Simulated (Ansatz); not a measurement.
**Geometry relaxation of Ti$_{3}$Al (part 3 of 3)**

Continued. System: Ti$_{3}$Al (P1, 24 atoms in the cell). Method: DFT PBE, scalar-relativistic, plane waves, PAW, no spin polarisation (Ansatz 0.2.0); cutoff 420 eV, 2×2×2 k-mesh, Gaussian smearing of 0.1 eV. The structure was made by swapping elements on the sites of another compound; it need not be a known phase. It belongs to a series of runs on one base structure; here: 4 Al and 4 Ti atoms exchanged at random in the cell repeated 3 times.

Geometry of the input (Å; fractional positions):
```
-5.7553  0.0000  -4.6543
2.8777  4.9842  -4.6543
2.8777  -4.9842  -4.6543
Ti 0.0885  0.9139  0.7482
Ti 0.7479  0.5865  0.4156
Ti 0.4178  0.2478  0.0796
Ti 0.2517  0.9148  0.0823
Al 0.9210  0.5841  0.7519
Ti 0.5861  0.2422  0.4167
Ti 0.2433  0.0836  0.4223
Al 0.9195  0.7477  0.0884
Ti 0.5818  0.4156  0.7512
Ti 0.5801  0.7500  0.9198
Ti 0.2483  0.4142  0.5883
Ti 0.9141  0.0863  0.2524
Ti 0.4128  0.7556  0.5814
Ti 0.0824  0.4198  0.2540
Ti 0.7538  0.0856  0.9145
Ti 0.4172  0.5871  0.2492
Al 0.0868  0.2486  0.9172
Al 0.7446  0.9210  0.5852
Al 0.5832  0.9200  0.2472
Al 0.2521  0.5801  0.9186
Ti 0.9176  0.2563  0.5807
Ti 0.0834  0.7514  0.4200
Ti 0.7552  0.4174  0.0826
Ti 0.4141  0.0842  0.7451
```

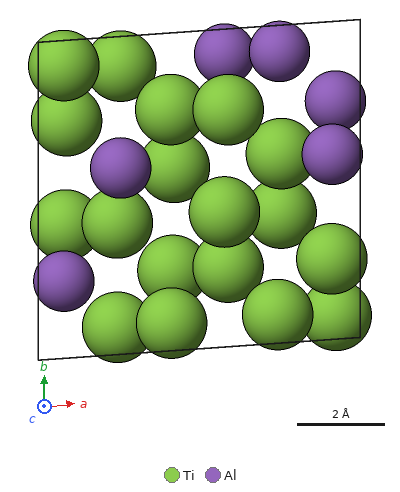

Fig. 1: The geometry at step 3 of the log (spheres-only view of the cell of the calculation, along the c axis).

### Output, continued
```
--- Relaxed structure (4 steps of the walk, 4 accepted, 1 SCFs on fresh bases) ---
  F+E_penalty+E_count = -48223.43604081 eV   max|allowed force component| = 3.431e-2 eV/Å   (the final SCF, on the basis selected at the relaxed cell)
  cell:  # Å, volume = 405.9200 Å³
    - [-5.891074043362013, -0.021214529258082877, -4.680927841311198]
    - [2.935627468539749, 4.9747019727999335, -4.645955898910445]
    - [2.888329966230295, -4.935209354244068, -4.6329067636848835]
  atoms:
    - { symbol: Ti, position: [0.07790970583000867, 0.9246493244995806, 0.7541632531920541] }
    - { symbol: Ti, position: [0.7542288420930968, 0.5921072105004528, 0.4097670941144774] }
    - { symbol: Ti, position: [0.4192247984119958, 0.2554628890118233, 0.07130215377707] }
    - { symbol: Ti, position: [0.25706261815628256, 0.9056403321955171, 0.0877232111446633] }
    - { symbol: Al, position: [0.9113370293727808, 0.5824200951546424, 0.7566399662002932] }
    - { symbol: Ti, position: [0.5898788279434414, 0.25190247083563844, 0.4155795252527563] }
    - { symbol: Ti, position: [0.2483639562986621, 0.08624215964474116, 0.41070659308437263] }
    - { symbol: Al, position: [0.9207703900232993, 0.7473434459663327, 0.08570019206989488] }
    - { symbol: Ti, position: [0.5764852575533689, 0.4272810107101791, 0.745025571783965] }
    - { symbol: Ti, position: [0.5873571021299098, 0.7461119105361462, 0.9221065129619217] }
    - { symbol: Ti, position: [0.2441797346691392, 0.41638070808257, 0.5890572951437729] }
    - { symbol: Ti, position: [0.9261208814405211, 0.07284747165474187, 0.2520996118981391] }
    - { symbol: Ti, position: [0.4096527211477603, 0.7612100625351753, 0.5814864056777223] }
    - { symbol: Ti, position: [0.08741303249997515, 0.41678414833178445, 0.25048930774402456] }
    - { symbol: Ti, position: [0.7409824166102978, 0.08841868265429692, 0.914007630795834] }
    - { symbol: Ti, position: [0.4224375735426919, 0.5764767415445687, 0.2537810816095951] }
    - { symbol: Al, position: [0.08008800028572788, 0.2443014530098471, 0.9226362861640865] }
    - { symbol: Al, position: [0.7494812184612007, 0.9178165264119685, 0.5846694304934905] }
    - { symbol: Al, position: [0.5820303809993039, 0.9179146723974185, 0.250084622755164] }
    - { symbol: Al, position: [0.251644636526521, 0.5883381102448639, 0.9174290958151935] }
    - { symbol: Ti, position: [0.9130405641989521, 0.2521771635576687, 0.5853790406486488] }
    - { symbol: Ti, position: [0.08497000302545582, 0.7452975979699028, 0.42811251370192605] }
    - { symbol: Ti, position: [0.754170874957145, 0.40658730484461203, 0.08189164103251151] }
    - { symbol: Ti, position: [0.41471843482245957, 0.09003225340552329, 0.7424781664384208] }
```

### Trajectory as extended XYZ (Å, eV, eV/Å), 5 frames, from step=1 to step=5
```
24
Lattice="-5.7553 0.0000 -4.6543 2.8777 4.9842 -4.6543 2.8777 -4.9842 -4.6543" Properties=species:S:1:pos:R:3:forces:R:3 step=1 energy=-48223.05634 pressure_GPa=1.60
Ti    4.2734    0.8258   -8.1474    0.5126   0.1163  -0.1215
Ti   -1.4207    0.8520   -8.1449   -0.0035   0.1216  -0.0474
Ti   -1.4621    0.8387   -3.4683   -0.1314   0.2902  -0.3535
Ti    1.4205    4.1496   -5.8126    0.0457  -0.3071   0.0831
Al   -1.4564   -0.8366  -10.5047    0.4164  -0.0583   0.1833
Ti   -1.4771   -0.8696   -5.7952    0.4423   0.4261  -0.3265
Ti    0.0556   -1.6882   -3.4876   -0.4572   0.4429   0.2528
Al   -2.8859    3.2861   -8.1710    0.0502   0.2046   0.0415
Ti    0.0089   -1.6728   -8.1385    0.1717   0.2156  -0.1884
Ti    1.4667   -0.8461  -10.4718   -0.2772   0.0659  -0.0337
Ti    1.4559   -0.8678   -5.8218   -0.0425   0.3985  -0.0698
Ti   -4.2859   -0.8281   -5.8309   -0.6162  -0.0803   0.0446
Ti    1.4712    0.8684   -8.1440    0.0911   0.1021   0.1073
Ti    1.4645    0.8264   -3.5198   -0.4874  -0.0379  -0.0351
Ti   -1.4606   -4.1318   -8.1635    0.2954  -0.1133   0.1521
Ti    0.0056    1.6842   -5.8340   -0.1349  -0.2837   0.1053
Al    2.8550   -3.3325   -5.8299    0.2471  -0.1881   0.1060
Al    0.0488    1.6734  -10.4758   -0.3456  -0.0912  -0.1070
Al    0.0024    3.3536   -8.1469   -0.0280  -0.3122   0.1869
Al    2.8617   -1.6868   -8.1489    0.1401  -0.0289  -0.1614
Ti   -2.8725   -1.6167   -8.1665    0.1130  -0.5023   0.0683
Ti    2.8907    1.6514   -5.8404    0.1869  -0.3782   0.0042
Ti   -2.9078    1.6688   -5.8420   -0.1240  -0.1697   0.4407
Ti    0.0029   -3.2942   -5.7871   -0.0647   0.1674  -0.3319
24
Lattice="-5.9119 -0.0066 -4.7070 2.9180 4.9754 -4.6530 2.9065 -4.9685 -4.6529" Properties=species:S:1:pos:R:3:forces:R:3 step=2 energy=-48223.21005 pressure_GPa=-0.93
Ti    4.4405    0.8885   -8.1990   -0.2193  -0.3671   0.0152
Ti   -1.5425    0.8726   -8.1878   -0.1032   0.0603  -0.2445
Ti   -1.5612    0.9204   -3.5537    0.1037  -0.0947   0.4401
Ti    1.3876    4.0560   -5.8175   -0.0706   0.1484  -0.0866
Al   -1.4444   -0.8728  -10.5100   -0.2177   0.0610  -0.0703
Ti   -1.5216   -0.7806   -5.9142   -0.2404  -0.3424   0.1377
Ti   -0.0834   -1.5749   -3.4667    0.3751  -0.3602  -0.1433
Al   -2.9988    3.2783   -8.1848   -0.0890  -0.1154  -0.0604
Ti    0.0312   -1.5569   -8.2146   -0.1334  -0.1114   0.3260
Ti    1.3975   -0.8406  -10.5035    0.1860  -0.2112  -0.0255
Ti    1.4953   -0.7900   -5.8406   -0.0392  -0.4757   0.1029
Ti   -4.5666   -0.8985   -5.8498    0.2694  -0.0397  -0.1663
Ti    1.5257    0.9289   -8.1694   -0.1043  -0.1686  -0.1115
Ti    1.3611    0.8021   -3.5058    0.5533   0.0722   0.0204
Ti   -1.4459   -4.1569   -8.1396   -0.2961   0.3352  -0.0787
Ti   -0.0781    1.6007   -5.8402    0.0607   0.2155  -0.0877
Al    2.9229   -3.3711   -5.8218   -0.1255   0.0491   0.0286
Al   -0.0620    1.6676  -10.5273    0.1523  -0.0393   0.1279
Al   -0.0543    3.2804   -8.1616    0.0386   0.2123  -0.0852
Al    2.9328   -1.6540   -8.1801   -0.2055   0.2031   0.0136
Ti   -2.9893   -1.7172   -8.1994    0.1465   0.4342   0.0353
Ti    2.9587    1.5329   -5.8400   -0.2406   0.4540  -0.0213
Ti   -3.0683    1.5887   -5.7890    0.1165   0.1910  -0.3767
Ti   -0.0309   -3.1941   -5.8767    0.0828  -0.1104   0.3104
24
Lattice="-5.8794 -0.0217 -4.6774 2.9330 4.9706 -4.6459 2.8836 -4.9284 -4.6312" Properties=species:S:1:pos:R:3:forces:R:3 step=3 energy=-48223.39521 pressure_GPa=0.36
Ti    4.4130    0.8592   -8.1408    0.1391   0.1590  -0.0198
Ti   -1.5113    0.9323   -8.1892    0.0216  -0.0625   0.1345
Ti   -1.5121    0.8983   -3.4550    0.0669   0.0930  -0.1545
Ti    1.4041    4.0750   -5.8085   -0.0636  -0.1110  -0.0466
Al   -1.4840   -0.8409  -10.4669    0.0592  -0.0838  -0.0309
Ti   -1.5334   -0.8109   -5.8406    0.0579   0.0473  -0.1033
Ti    0.0019   -1.6208   -3.4687   -0.1376   0.1945   0.0589
Al   -2.9806    3.2819   -8.1920    0.0301   0.0043   0.0947
Ti   -0.0048   -1.5665   -8.1215    0.0732   0.0209  -0.0733
Ti    1.3877   -0.8617  -10.5031   -0.0187   0.0618   0.0477
Ti    1.4755   -0.8531   -5.8029    0.0540   0.0830  -0.0004
Ti   -4.4877   -0.8956   -5.8467   -0.0652  -0.0540   0.0646
Ti    1.4903    0.8909   -8.1473    0.0114   0.0805   0.0217
Ti    1.4517    0.8444   -3.5068   -0.1900  -0.0312  -0.0098
Ti   -1.4702   -4.0691   -8.1253    0.0983  -0.1275   0.1146
Ti   -0.0583    1.6057   -5.8277   -0.0403  -0.0253  -0.0137
Al    2.9073   -3.3399   -5.7693   -0.0125   0.0470  -0.0604
Al   -0.0162    1.6494  -10.4870   -0.1007   0.1008   0.0255
Al    0.0249    3.3324   -8.1473   -0.1412  -0.1052   0.0300
Al    2.8605   -1.6093   -8.1649    0.1558  -0.0104   0.0081
Ti   -2.9288   -1.6375   -8.1468   -0.0757  -0.0990  -0.0535
Ti    2.9030    1.6166   -5.8487    0.1140  -0.1984   0.0172
Ti   -2.9971    1.6108   -5.8054   -0.0025  -0.0424   0.0734
Ti   -0.0347   -3.2380   -5.7798   -0.0334   0.0584  -0.1246
24
Lattice="-5.8911 -0.0212 -4.6809 2.9356 4.9747 -4.6460 2.8883 -4.9352 -4.6329" Properties=species:S:1:pos:R:3:forces:R:3 step=4 energy=-48223.43498 pressure_GPa=-0.05
Ti    4.4337    0.8762   -8.1545    0.0343   0.0189  -0.0046
Ti   -1.5215    0.9073   -8.1798    0.0130   0.0019   0.0079
Ti   -1.5138    0.9101   -3.4796    0.0106   0.0135   0.0065
Ti    1.3976    4.0669   -5.8173   -0.0230  -0.0186  -0.0283
Al   -1.4736   -0.8561  -10.4772    0.0077  -0.0036  -0.0063
Ti   -1.5352   -0.8103   -5.8568   -0.0208  -0.0158  -0.0035
Ti   -0.0237   -1.6032   -3.4660    0.0043   0.0101   0.0082
Al   -2.9829    3.2753   -8.1792    0.0015   0.0140  -0.0014
Ti    0.0101   -1.5635   -8.1352   -0.0022  -0.0134   0.0131
Ti    1.3935   -0.8516  -10.4878   -0.0097  -0.0216   0.0052
Ti    1.4852   -0.8409   -5.8065   -0.0057  -0.0151   0.0088
Ti   -4.5138   -0.9014   -5.8415   -0.0057  -0.0083  -0.0085
Ti    1.5009    0.9083   -8.1481   -0.0033   0.0093   0.0013
Ti    1.4321    0.8353   -3.5060    0.0098   0.0083   0.0077
Ti   -1.4657   -4.0867   -8.1138    0.0103   0.0061   0.0195
Ti   -0.0633    1.6064   -5.8314   -0.0086   0.0120  -0.0041
Al    2.9103   -3.3398   -5.7844   -0.0039   0.0007  -0.0026
Al   -0.0322    1.6645  -10.4811   -0.0020   0.0044   0.0033
Al   -0.0118    3.3198   -8.1477   -0.0034   0.0073  -0.0032
Al    2.8945   -1.6062   -8.1617    0.0079   0.0152  -0.0064
Ti   -2.9477   -1.6538   -8.1575   -0.0216  -0.0134  -0.0111
Ti    2.9239    1.5930   -5.8438   -0.0134  -0.0068  -0.0056
Ti   -3.0128    1.6025   -5.7986    0.0235  -0.0115  -0.0027
Ti   -0.0343   -3.2252   -5.7994    0.0005   0.0066   0.0070
24
Lattice="-5.8911 -0.0212 -4.6809 2.9356 4.9747 -4.6460 2.8883 -4.9352 -4.6329" Properties=species:S:1:pos:R:3:forces:R:3 step=5 energy=-48223.43604 pressure_GPa=-0.04
Ti    4.4337    0.8762   -8.1545    0.0343   0.0188  -0.0045
Ti   -1.5215    0.9073   -8.1798    0.0130   0.0019   0.0079
Ti   -1.5138    0.9101   -3.4796    0.0106   0.0134   0.0064
Ti    1.3976    4.0669   -5.8173   -0.0230  -0.0186  -0.0283
Al   -1.4736   -0.8561  -10.4772    0.0077  -0.0036  -0.0064
Ti   -1.5352   -0.8103   -5.8568   -0.0209  -0.0158  -0.0035
Ti   -0.0237   -1.6032   -3.4660    0.0043   0.0101   0.0081
Al   -2.9829    3.2753   -8.1792    0.0016   0.0140  -0.0014
Ti    0.0101   -1.5635   -8.1352   -0.0022  -0.0134   0.0131
Ti    1.3935   -0.8516  -10.4878   -0.0097  -0.0215   0.0052
Ti    1.4852   -0.8409   -5.8065   -0.0057  -0.0151   0.0088
Ti   -4.5138   -0.9014   -5.8415   -0.0056  -0.0083  -0.0085
Ti    1.5009    0.9083   -8.1481   -0.0033   0.0093   0.0013
Ti    1.4321    0.8353   -3.5060    0.0098   0.0083   0.0076
Ti   -1.4657   -4.0867   -8.1138    0.0102   0.0060   0.0195
Ti   -0.0633    1.6064   -5.8314   -0.0086   0.0120  -0.0041
Al    2.9103   -3.3398   -5.7844   -0.0039   0.0007  -0.0026
Al   -0.0322    1.6645  -10.4811   -0.0021   0.0044   0.0033
Al   -0.0118    3.3198   -8.1477   -0.0035   0.0073  -0.0033
Al    2.8945   -1.6062   -8.1617    0.0080   0.0153  -0.0063
Ti   -2.9477   -1.6538   -8.1575   -0.0216  -0.0134  -0.0111
Ti    2.9239    1.5930   -5.8438   -0.0134  -0.0069  -0.0056
Ti   -3.0128    1.6025   -5.7986    0.0236  -0.0116  -0.0027
Ti   -0.0343   -3.2252   -5.7994    0.0005   0.0066   0.0070
```
